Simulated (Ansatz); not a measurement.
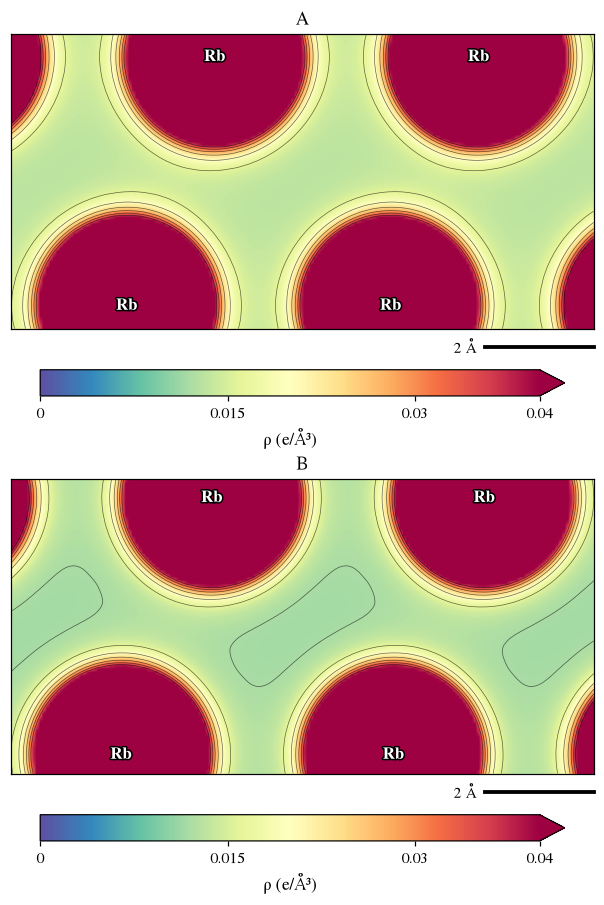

Rb. The valence pseudo-density of two cells that differ in size, on the (011̄) plane of each (indices in the axes of the calculation cell), at one length scale and on one colour scale: B has 96.8 Å³ an atom and A 88.0.

Space group Im-3m; computed without spin polarisation.

Theory: Ansatz 0.2.0, DFT PBEsol, scalar-relativistic, plane waves, PAW.

The larger cell:

```cif
data_structure
_symmetry_space_group_name_H-M 'P 1'
_symmetry_Int_Tables_number 1
_cell_length_a 5.0108
_cell_length_b 5.0108
_cell_length_c 5.0108
_cell_angle_alpha 109.471
_cell_angle_beta 109.471
_cell_angle_gamma 109.471
_cell_volume 96.85
loop_
_atom_site_label
_atom_site_type_symbol
_atom_site_fract_x
_atom_site_fract_y
_atom_site_fract_z
_atom_site_occupancy
Rb1 Rb 0.00000 0.00000 0.00000 1
```

The smaller cell: a = 4.854 Å, b = 4.854 Å, c = 4.854 Å, α = 109.47°, β = 109.47°, γ = 109.47°.

Question: What changes from the larger cell to the smaller?

Answer: From the larger cell to the smaller, Rb–Rb goes from 5.01 to 4.85 Å, and the density at its midpoint from 0.01 to 0.01 e/Å³; the pressure goes from −0.3 to 0.0 GPa.
